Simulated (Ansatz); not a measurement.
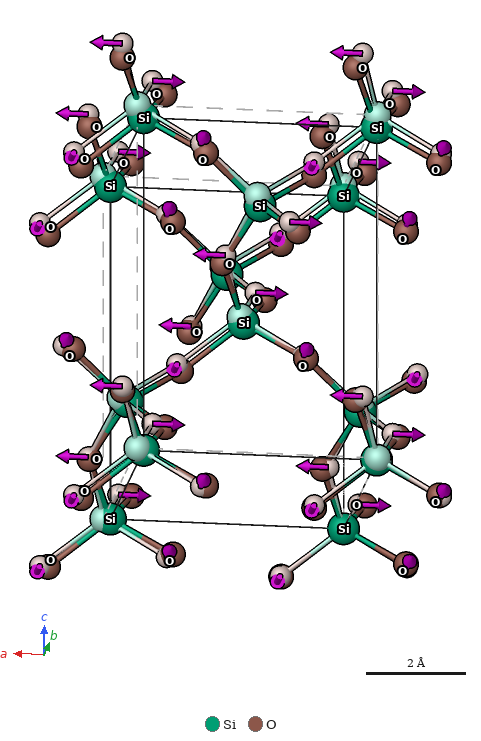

Crystalline SiO2 (set up in I-42d), drawn pale, and a changed version of it, drawn solid. The purple arrows show how the atoms are displaced (without the part that the change of the cell carries along), magnified 5 times. Style: ball-and-stick. Shown: the cell of the calculation, from a free direction.

All numbers below come from DFT r2SCAN, scalar-relativistic, plane waves, PAW in Ansatz 0.2.0. Settings: plane-wave cutoff 500 eV; k-point mesh 6 × 6 × 4; occupations gaussian; smearing width 0.02 eV; no spin polarisation.

Describe the change and its computed effect.

Equal strain along all axes, −3.0 %, is applied. The cell is then held and the atoms relaxed. It costs 10.7 meV per atom. The pressure goes from 0.0 to 2.8 GPa. The principal stresses (compression positive) are 4.0 GPa along c and 2.2 GPa across it. The volume changes by −8.7 %, with a = b 4.949 → 4.800 Å (−3.0 %), c 7.318 → 7.098 Å (−3.0 %). The largest moves relative to the cell, 0.14 Å, are those of O atoms. Si stays in place. The space group stays I-42d (No. 122).
